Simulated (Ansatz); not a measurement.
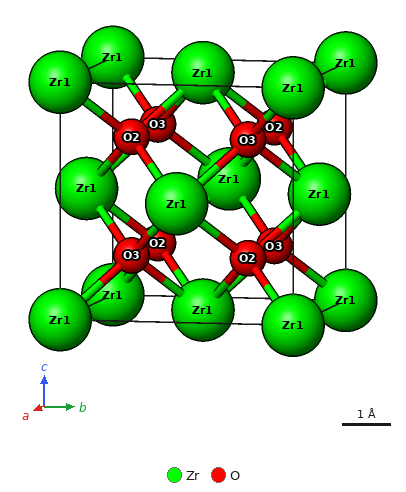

Fig. 1: The input geometry (ball-and-stick view of the cell 4 times as large as that of the calculation, set on its symmetry axes, seen at an oblique angle; atoms are numbered from 1 in the order of the input). An atom can appear more than once, as a periodic image. Near neighbours in the periodic cell (some may lie outside the picture): Zr has 8 O at 2.20 Å; O has 4 Zr at 2.20 Å.

## Geometry relaxation, with input and output: ZrO₂

ZrO₂ (Fm-3m, 3 atoms in the cell), computed with DFT PBEsol, scalar-relativistic, plane waves, PAW, PAW set soft_1, no spin polarisation (Ansatz 0.2.0).

The structure derives from an entry of the Crystallography Open Database. Figures and captions count atoms from 1; the log counts them from 0 in places.

### Output
```
Warning: [file] the record states the generating functional pbe (its physics header spells it `PBE`), which answers neither for hamiltonian.xc's functional nor for the pbesol family's — results may be inconsistent (PPs are generated against a specific XC)
Warning: [file] the record states the generating functional pbe (its physics header spells it `PBE`), which answers neither for hamiltonian.xc's functional nor for the pbesol family's — results may be inconsistent (PPs are generated against a specific XC)
Engine: ansatz 0.2.0, aarch64-unknown-linux-gnu
Pseudopotentials: kind: paw
Pseudopotential: Zr, paw, valence charge 12, recommended cutoff 420 eV (normal), [file]
Pseudopotential: O, paw, valence charge 6, recommended cutoff 420 eV (normal), [file]
Functional definition: PBEsol
  exchange = pbesol_x
  correlation = pbesol_c
Crystal: 3 atoms, lattice volume = 32.581 Å³
Basis set: ecut = 520 eV, 893 PW (Γ), exchange–correlation on 54×54×54 points (8 copies of the dense FFT grid, shifted against one another)
Bands: 16, of which v1, the nominal top of the filled ones, is band 12 counted from 1 (11 counted from 0)
Symmetry: 48 space group operations
Space group: Fm-3m (ITA 225), of the structure as read, at distance tolerance 3.2e-5 Å
k-points: 29 of 512
Non-local potential: Zr, projectors of the file, l = 0: 3, l = 1: 2, l = 2: 2, l = 3: 1
Non-local potential: O, projectors of the file, l = 0: 2, l = 1: 2, l = 2: 1
PAW form: soft (Blöchl's): semilocal exchange-correlation on the pseudo side does not see the compensation charge
PAW frozen core: Zr, regenerated for the run's functional, and the local potential with it (the file was generated under x = pbe(κ = 0.804, μ = 0.2195149727645171), c = pbe(β = 0.06672455060314922))
PAW frozen core: O, regenerated for the run's functional, and the local potential with it (the file was generated under x = pbe(κ = 0.804, μ = 0.2195149727645171), c = pbe(β = 0.06672455060314922))
PAW one-centre angular grid: Zr, 590 points (default); XC on 64 Gauss nodes
PAW one-centre angular grid: O, 110 points (default); XC on 64 Gauss nodes
Initial density: superposition of atomic densities (chi_scale 0.1, normalization cell, long waves kept (reshape's long-wave potential 0.00 eV rms))
Initial wavefunctions: pseudopotential atomic-orbital guess
Functional: x = pbesol(κ = 0.804, μ = 0.12345679012345678), c = pbesol(β = 0.046)
SCF iter   1: F=—  HF=-5255.726445 eV  |F-HF|=—  |Δ(HF+E_count)|=         —  Δρ=5.29e-2  dr2=8.27e-1  ethr=3.10e-3  ⟨swp⟩=6.0  Hψ=2283  notcnv=0
preconditioner: auto → none  [insulator: Δε(μ)=3.616 eV  Ē_g=17.427 eV  σ=0.020 eV  W_gap=1.00  n_scr=14 (ndim 8)  ℏωp=30.5 eV  f_vac=0.000  D(μ)=0.00/eV (n_scr^D=0)  ε∞_Penn≈4.1]
SCF iter   2: F=—  HF=-5255.642386 eV  |F-HF|=—  |Δ(HF+E_count)|=   8.41e-2  Δρ=2.42e-2  dr2=1.19e-1  ethr=3.10e-3  ⟨swp⟩=2.1  Hψ=833  notcnv=0
SCF iter   3: F=—  HF=-5255.665501 eV  |F-HF|=—  |Δ(HF+E_count)|=   2.31e-2  Δρ=4.99e-3  dr2=8.04e-3  ethr=4.95e-4  ⟨swp⟩=2.0  Hψ=580  notcnv=0
SCF iter   4: F=—  HF=-5255.666073 eV  |F-HF|=—  |Δ(HF+E_count)|=   5.72e-4  Δρ=5.31e-4  dr2=3.48e-5  ethr=3.35e-5  ⟨swp⟩=2.0  Hψ=741  notcnv=0
SCF iter   5: F=—  HF=-5255.666111 eV  |F-HF|=—  |Δ(HF+E_count)|=   3.82e-5  Δρ=1.24e-4  dr2=1.09e-6  ethr=1.45e-7  ⟨swp⟩=2.7  Hψ=844  notcnv=0
SCF iter   6: F=-5255.666112 eV  HF=-5255.666112 eV  |F-HF|=1.97e-8  |Δ(HF+E_count)|=   7.76e-7  Δρ=1.16e-5  dr2=2.93e-8  ethr=4.17e-10  ⟨swp⟩=9.8  Hψ=3567  notcnv=0
SCF 1 converged in 6 iterations: F = -5255.666112 eV  dr2 = 2.93e-8
  greatest PAW one-centre occupation: 0.996 electrons in one spin orbital (limit 2), on the Zr atom at site 0 (counted from 0), in its partial waves of l = 0
relax step   1: F+E_penalty+E_count = -5255.66611185 eV  Δ(F+E_penalty+E_count) = +0.000e0 eV  max|allowed force component| = 2.313e-18 eV/Å  Δτ_max = 0.0000 Å  P = -0.864 GPa  Ω = 32.581 Å³  (6 SCF iters, dr2 threshold 1.00e-7 eV, accepted)
Crystal: 3 atoms, lattice volume = 32.454 Å³
Initial density: handed on by an earlier stage of this run
Initial wavefunctions: those handed on with the density
iter 1 solved again at ethr=5.51e-7 eV; its pass at ethr=3.10e-3 eV (dr2=1.32e-4 eV) is discarded
SCF iter   1: F=—  HF=-5255.666443 eV  |F-HF|=—  |Δ(HF+E_count)|=         —  Δρ=6.34e-4  dr2=1.05e-4  ethr=5.51e-7  ⟨swp⟩=2.2  Hψ=2668  notcnv=0
preconditioner: auto → none  [insulator: Δε(μ)=3.338 eV  Ē_g=17.312 eV  σ=0.020 eV  W_gap=1.00  n_scr=14 (ndim 8)  ℏωp=30.6 eV  f_vac=0.020  D(μ)=0.00/eV (n_scr^D=0)  ε∞_Penn≈4.1]
SCF iter   2: F=—  HF=-5255.666427 eV  |F-HF|=—  |Δ(HF+E_count)|=   1.59e-5  Δρ=3.53e-4  dr2=3.55e-5  ethr=4.37e-7  ⟨swp⟩=2.0  Hψ=695  notcnv=0
SCF iter   3: F=—  HF=-5255.666418 eV  |F-HF|=—  |Δ(HF+E_count)|=   8.14e-6  Δρ=9.79e-5  dr2=3.09e-6  ethr=1.48e-7  ⟨swp⟩=2.0  Hψ=653  notcnv=0
SCF iter   4: F=-5255.666418 eV  HF=-5255.666418 eV  |F-HF|=4.91e-8  |Δ(HF+E_count)|=   8.86e-8  Δρ=2.70e-5  dr2=2.13e-7  ethr=1.25e-9  ⟨swp⟩=6.7  Hψ=3055  notcnv=0
SCF 2 converged in 4 iterations: F = -5255.666418 eV  dr2 = 2.13e-7
relax step   2: F+E_penalty+E_count = -5255.66641845 eV  Δ(F+E_penalty+E_count) = -3.066e-4 eV  max|allowed force component| = 9.252e-18 eV/Å  Δτ_max = 0.0000 Å  P = +0.125 GPa  Ω = 32.454 Å³  energy of the carried Pulay correction = +1.155e-5 eV  (4 SCF iters, dr2 threshold 3.00e-7 eV, accepted)
Crystal: 3 atoms, lattice volume = 32.470 Å³
iter 1 solved again at ethr=5.85e-9 eV; its pass at ethr=3.10e-3 eV (dr2=1.40e-6 eV) is discarded
SCF iter   1: F=—  HF=-5255.666421 eV  |F-HF|=—  |Δ(HF+E_count)|=         —  Δρ=7.30e-5  dr2=1.06e-6  ethr=5.85e-9  ⟨swp⟩=2.7  Hψ=2874  notcnv=0
preconditioner: auto → none  [insulator: Δε(μ)=3.331 eV  Ē_g=17.306 eV  σ=0.020 eV  W_gap=1.00  n_scr=14 (ndim 8)  ℏωp=30.6 eV  f_vac=0.020  D(μ)=0.00/eV (n_scr^D=0)  ε∞_Penn≈4.1]
SCF iter   2: F=—  HF=-5255.666423 eV  |F-HF|=—  |Δ(HF+E_count)|=   1.90e-6  Δρ=3.44e-5  dr2=3.89e-7  ethr=4.40e-9  ⟨swp⟩=2.0  Hψ=696  notcnv=0
SCF iter   3: F=-5255.666423 eV  HF=-5255.666423 eV  |F-HF|=1.10e-8  |Δ(HF+E_count)|=   9.57e-8  Δρ=9.27e-6  dr2=1.58e-8  ethr=1.63e-10  ⟨swp⟩=6.5  Hψ=2888  notcnv=0
SCF 3 converged in 3 iterations: F = -5255.666423 eV  dr2 = 1.58e-8
relax step   3: F+E_penalty+E_count = -5255.66642328 eV  Δ(F+E_penalty+E_count) = -4.834e-6 eV  max|allowed force component| = 1.349e-17 eV/Å  Δτ_max = 0.0000 Å  P = +0.000 GPa  Ω = 32.470 Å³  energy of the carried Pulay correction = +1.009e-5 eV  (3 SCF iters, dr2 threshold 3.92e-8 eV, accepted)
Initial wavefunctions: pseudopotential atomic-orbital guess (no wavefunctions were taken with the density)
iter 1 solved again at ethr=3.60e-8 eV; its pass at ethr=3.10e-3 eV (dr2=8.64e-6 eV) is discarded
SCF iter   1: F=—  HF=-5255.666406 eV  |F-HF|=—  |Δ(HF+E_count)|=         —  Δρ=1.04e-5  dr2=1.82e-8  ethr=3.60e-8  ⟨swp⟩=3.4  Hψ=3868  notcnv=0
SCF iter   2: F=—  HF=-5255.666408 eV  |F-HF|=—  |Δ(HF+E_count)|=   1.90e-6  Δρ=5.21e-6  dr2=6.27e-9  ethr=7.58e-11  ⟨swp⟩=2.1  Hψ=799  notcnv=0
SCF iter   3: F=—  HF=-5255.666408 eV  |F-HF|=—  |Δ(HF+E_count)|=   1.10e-9  Δρ=2.40e-6  dr2=5.32e-10  ethr=2.61e-11  ⟨swp⟩=2.0  Hψ=662  notcnv=0
SCF iter   4: F=—  HF=-5255.666408 eV  |F-HF|=—  |Δ(HF+E_count)|=  2.56e-10  Δρ=9.11e-7  dr2=5.40e-11  ethr=2.21e-12  ⟨swp⟩=2.4  Hψ=658  notcnv=0
SCF iter   5: F=-5255.666408 eV  HF=-5255.666408 eV  |F-HF|=1.82e-12  |Δ(HF+E_count)|=  8.00e-11  Δρ=6.96e-8  dr2=5.36e-13  ethr=1.00e-12  ⟨swp⟩=5.9  Hψ=1967  notcnv=0
SCF 4 converged in 5 iterations: F = -5255.666408 eV  dr2 = 5.36e-13
relax step   4: F+E_penalty+E_count = -5255.66640839 eV  Δ(F+E_penalty+E_count) = +1.490e-5 eV  max|allowed force component| = 8.866e-18 eV/Å  Δτ_max = 0.0000 Å  P = +0.000 GPa  Ω = 32.470 Å³  stress off target by 2.67e-4 GPa  SCF on the basis re-selected at this cell (its energy is not comparable with the rows above)  (5 SCF iters)
```

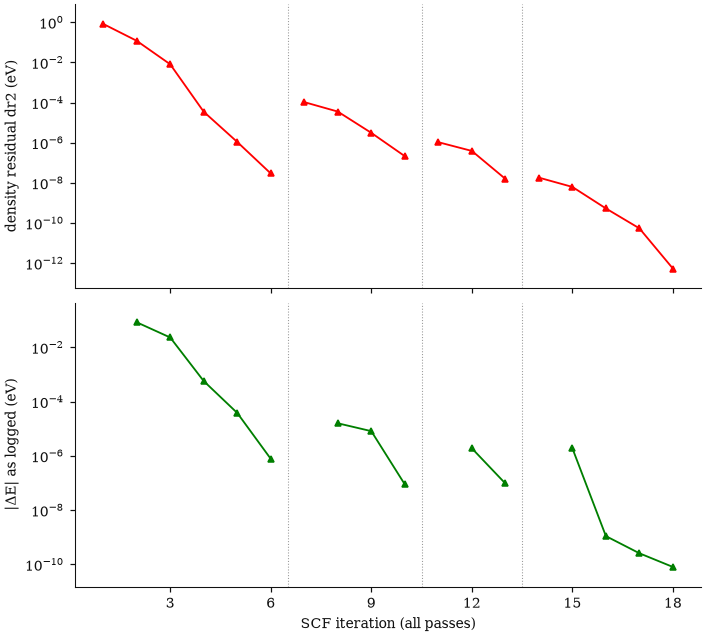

Fig. 2: Convergence of the self-consistent field: density residual dr2 and size of the energy change against the SCF iteration. The dotted lines part the SCF passes of the relaxation: geometry steps, rejected trials and re-solves on a re-selected basis. The passes take 6, 4, 3 and 5 iterations.

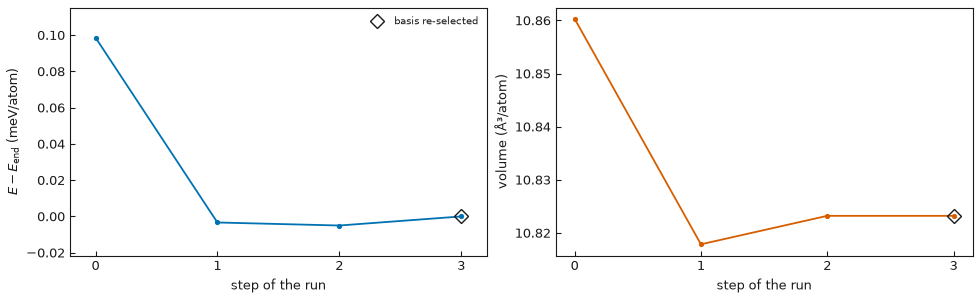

Fig. 3: Progress of the relaxation, step by step (the first geometry is step 0 here and step 1 in the log). The energy falls by 0.1 meV per atom in 2 geometry steps. All forces vanish by symmetry, so only the cell relaxes. The pressure goes from −0.86 to 0.00 GPa. No atom moves by more than 0.005 Å relative to the cell. A last SCF at the same geometry on a re-selected plane-wave basis shifts the energy by +0.0 meV per atom.

```
basis re-selected at this cell: Δ(F+E_penalty+E_count) = +1.490e-5 eV, ΔP = -0.000 GPa vs the last step (what re-selecting the basis moved, of the pressure what is left beyond the Pulay correction that the steps carried, after the strain that the cell walked since its last selection, with what the two solves' SCF thresholds leave and, on support functions, any second-order correction that the steps lacked; it is no measure of the basis error at this ecutwfc). This SCF's stress stands 2.67e-4 GPa from its target on what of the cell is left free (relax.cell.stress_tol is 5.00e-2 GPa) and its largest allowed force component is 8.87e-18 eV/Å (relax.f_tol is 5.00e-3 eV/Å): within both
SCF converged after 5 iterations
Free energy (F): -5255.666408 eV
Harris-Foulkes:  -5255.666408 eV  (|F-HF|=1.82e-12)
Internal energy: -5255.666408 eV  (E = F + TS)
E sigma→0 (E₀):  -5255.666408 eV
Fermi energy:    13.879315 eV
--- Per-component energies (eV) ---
  E_band       = -58.707711
  E_kinetic    = 655.209486
  E_local      = -1098.432263  (includes V_loc(G=0)·N_el)
  E_nonlocal   = 178.611594
  E_hartree    = 376.947722
  E_xc         = -297.330144
  E_vxc        = -366.853661  (∫ρ·V_xc dr)
  E_paw        = -3223.051442  (= ΣΔE_a)
  E_vpaw       = -181.138758  (= ΣTr[D̂ρ^β])
  E_aug_tail   = 0.000460  (compensation charges beyond the density's cutoff)
  E_ewald      = -1847.858118
  E_core_change = 0.236297  (= ΣΔE_core)
  E_smearing   = -0.000000  (= −TS)
  E_closure    = -0.000000  (closes the sum)
  Σ components = -5255.666408   (vs F -5255.666408, Δ=0.00e0)
--- Forces (eV/Å), atoms counted from 1 ---
  atom   1  Zr    -0.00000000     0.00000000    -0.00000000
  atom   2  O      0.00000000     0.00000000     0.00000000
  atom   3  O      0.00000000    -0.00000000     0.00000000
  max |Σ_I F_I| component: 1.50e-17 eV/Å
--- Stress (GPa, compression-positive) ---
        0.000267      -0.000000      -0.000000
       -0.000000       0.000267      -0.000000
       -0.000000      -0.000000       0.000267
  P = ⅓ Tr σ = 0.0003 GPa (0.003 kbar)
--- Band table (eV; the first three rows and the last of 29) ---
  k-point 0: bands = ["-35.6588", "-13.5209", "-13.5209", "-13.5209", "-6.0017", "-3.3262", "6.8403", "6.8403", "6.8403", "11.6667", "11.6667", "11.6667", "15.5450", "15.5450", "18.6914", "21.7956"]
  k-point 1: bands = ["-35.6511", "-13.6448", "-13.5323", "-13.5323", "-5.7695", "-3.4924", "6.9949", "6.9949", "7.2766", "11.2891", "11.3748", "11.3748", "15.8479", "15.8479", "19.1691", "21.2437"]
  k-point 2: bands = ["-35.6326", "-13.9218", "-13.5598", "-13.5598", "-5.2765", "-3.7818", "7.3727", "7.3727", "8.2969", "10.5414", "10.8713", "10.8713", "16.2796", "16.2796", "19.0473", "21.1102"]
  k-point 28: bands = ["-35.5890", "-14.0365", "-14.0365", "-13.7181", "-4.1540", "-4.1540", "7.3330", "7.4307", "9.7833", "9.7833", "10.8022", "12.0052", "16.6620", "16.8229", "18.6279", "18.6279"]
--- Relaxed structure (3 steps of the walk, 3 accepted, 1 SCFs on fresh bases) ---
  F+E_penalty+E_count = -5255.66640839 eV   max|allowed force component| = 8.866e-18 eV/Å   (the final SCF, on the basis selected at the relaxed cell)
  cell:  # Å, volume = 32.4696 Å³
    - [-7.643058049343386e-35, 2.5321097350179014, 2.5321097350179014]
    - [2.5321097350179014, 4.45845052878364e-35, 2.5321097350179014]
    - [2.5321097350179014, 2.5321097350179014, 1.9107645123358462e-35]
  atoms:
    - { symbol: Zr, position: [-6.125348296816061e-35, 7.398169355010836e-35, 4.5386498954168427e-35] }
    - { symbol: O, position: [0.24999999999999997, 0.24999999999999997, 0.24999999999999997] }
    - { symbol: O, position: [0.7499999999999999, 0.7499999999999999, 0.7499999999999999] }
```

### Trajectory as extended XYZ (Å, eV, eV/Å), 4 frames, from step=1 to step=4
```
3
Lattice="0.0000 2.5350 2.5350 2.5350 0.0000 2.5350 2.5350 2.5350 0.0000" Properties=species:S:1:pos:R:3:forces:R:3 step=1 energy=-5255.66611 pressure_GPa=-0.86
Zr    0.0000    0.0000    0.0000    0.0000   0.0000   0.0000
O     1.2675    1.2675    1.2675    0.0000   0.0000   0.0000
O     3.8025    3.8025    3.8025    0.0000   0.0000   0.0000
3
Lattice="0.0000 2.5317 2.5317 2.5317 0.0000 2.5317 2.5317 2.5317 0.0000" Properties=species:S:1:pos:R:3:forces:R:3 step=2 energy=-5255.66642 pressure_GPa=0.13
Zr    0.0000    0.0000    0.0000    0.0000   0.0000   0.0000
O     1.2658    1.2658    1.2658    0.0000   0.0000   0.0000
O     3.7975    3.7975    3.7975    0.0000   0.0000   0.0000
3
Lattice="0.0000 2.5321 2.5321 2.5321 0.0000 2.5321 2.5321 2.5321 0.0000" Properties=species:S:1:pos:R:3:forces:R:3 step=3 energy=-5255.66642 pressure_GPa=0.00
Zr    0.0000    0.0000    0.0000    0.0000   0.0000   0.0000
O     1.2661    1.2661    1.2661    0.0000   0.0000   0.0000
O     3.7982    3.7982    3.7982    0.0000   0.0000   0.0000
3
Lattice="0.0000 2.5321 2.5321 2.5321 0.0000 2.5321 2.5321 2.5321 0.0000" Properties=species:S:1:pos:R:3:forces:R:3 step=4 energy=-5255.66641 pressure_GPa=0.00
Zr    0.0000    0.0000    0.0000    0.0000   0.0000   0.0000
O     1.2661    1.2661    1.2661    0.0000   0.0000   0.0000
O     3.7982    3.7982    3.7982    0.0000   0.0000   0.0000
```

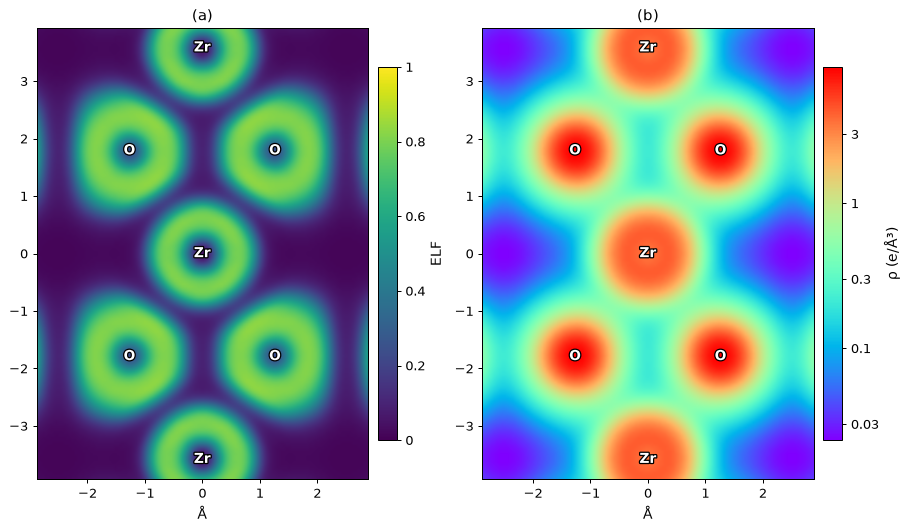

Fig. 4: (a) ELF; (b) valence charge density (pseudo) on the (011) plane of the conventional cell. Atoms in the plane: Zr and O. Zr–O (2.19 Å): ρ is about 0.55 e/Å³ halfway; the ELF peaks at about 0.85 in the valence shell of O, 0.6 Å from its nucleus, and drops to about 0.20 between the two atoms. Away from the nuclei the density in this plane falls to 0.02 e/Å³ at its lowest. The strong features right at Zr lie inside the PAW spheres (semicore, d or f shells) and say nothing about bonding. Core electrons are frozen (PAW), so the fields are smoothed inside the atomic spheres.

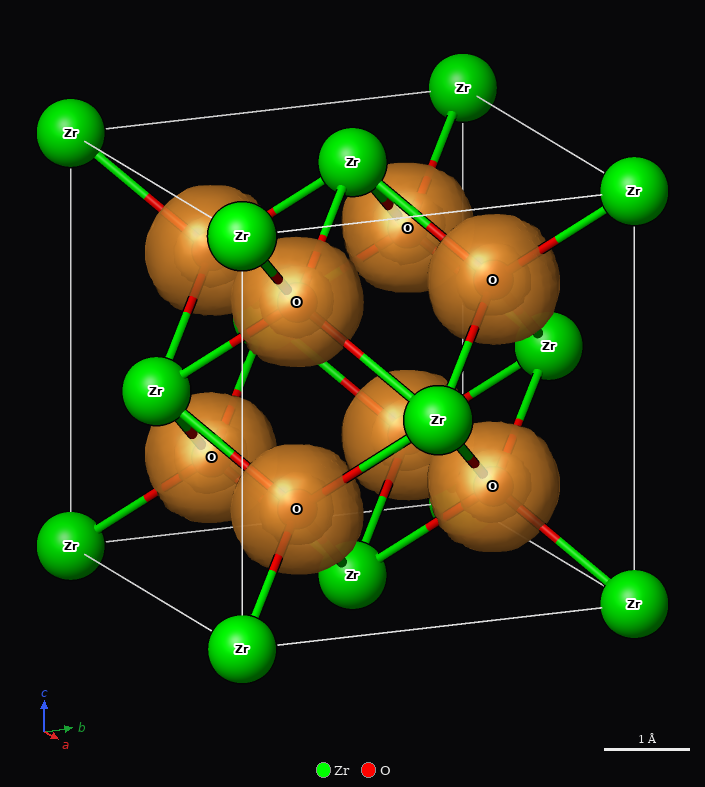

Fig. 5: Isosurface of the electron localisation function at 0.75 (orange), seen slightly off an axis. Only the valence region is drawn (cores and ρ < 0.01 e/Å³ removed). Sticks mark near contacts. The outline is the cell set on symmetry axes. Values along the shortest contacts: Zr–O (2.19 Å): the ELF peaks at about 0.85 in the valence shell of O, 0.6 Å from its nucleus, and drops to about 0.20 between the two atoms.

This output came from the following input.

### Input
```yaml
crystal:
  lattice:
    - [0.0, 2.535, 2.535]
    - [2.535, 0.0, 2.535]
    - [2.535, 2.535, 0.0]
  atoms:
    - { symbol: Zr, position: [0.0, 0.0, 0.0] }
    - { symbol: O, position: [0.25, 0.25, 0.25] }
    - { symbol: O, position: [0.75, 0.75, 0.75] }
basis:
  ecutwfc: 520.0
kpoints:
  mp_grid: { grid: [8, 8, 8] }
hamiltonian:
  xc: pbesol
  pseudopotentials: { kind: paw, azcp: { folder: soft_1 } }
scf:
  occupations: { method: gaussian, width: 0.02 }
output:
  forces: true
  stress: true
  eigenvalues: true
  write_density: true
  write_potential: true
  elf: true
  volumetric_format: npy
relax:
  adjacent_minimum: "off"
  f_tol: 0.005
  max_steps: 80
  cell: { stress_tol: 0.05 }
```

Launch command:
```bash
ansatz run input.yaml --threads 2 --pin off --max-ram 4096MiB --backend cpu --events-out ev --progress --plain --runs-dir out
```

### Results in brief

| quantity | value |
| --- | --- |
| outcome | converged |
| space group (tolerance 0.01 Å) | Fm-3m (225) |
| electrons treated | 24 |
| free energy | −5255.6664 eV |
| Fermi energy | 13.879 eV |
| gap on the k-point mesh | 3.33 eV |
| pressure | 0.00 GPa |
| final volume | 32.47 Å³ |
| largest force (length of the vector) at the end | under 0.001 eV/Å |
| final cell | a = 3.581 Å, b = 3.581 Å, c = 3.581 Å, α = 60.00°, β = 60.00°, γ = 60.00° |
| hardware | 2 threads of Arm Neoverse N1, 98 GiB of memory available, shared host |
| wall time | 5.8 s (CPU time 10 s) |
| peak memory | 0.31 GiB |

The program warns: the PAW datasets were made with another functional.
